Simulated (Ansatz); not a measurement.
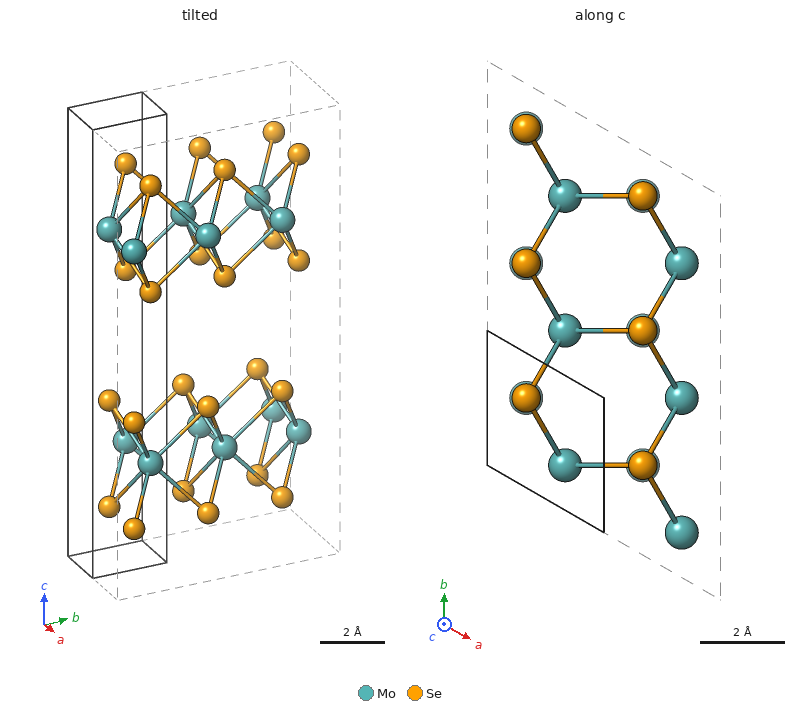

Ball-and-stick representation of a periodic structure, projected slightly off an axis and along the c axis. Solid lines give the conventional unit cell, repeated here 2×3×1 times. Cell: a = 3.221 Å, b = 3.221 Å, c = 14.385 Å, α = 90.00°, β = 90.00°, γ = 120.00°.

Summary of the structure:

The solid is MoSe$_{2}$. The atoms follow space group P6_3/mmc (No. 194); the Bravais lattice is primitive hexagonal. This arrangement goes by the name 2H molybdenite (MoS₂) type. Atoms per cell: 6 (2 Mo, 4 Se). About every Mo there are six Se in a trigonal prismatic arrangement at about 2.5 Å. Each Se atom is coordinated by three Mo in a trigonal pyramidal arrangement at about 2.5 Å. Not all metal-metal contacts are counted. The bonds build MoSe2 layers parallel to (001).

Starting structure: a structure listed in the Materials Project. The cell was then strained or its atoms displaced on purpose. It was run through Ansatz as a DFT input.

At this level of theory the cell isn't at rest (compressed, at 4 GPa), so its distances can differ from those at equilibrium, the more so the softer the solid.
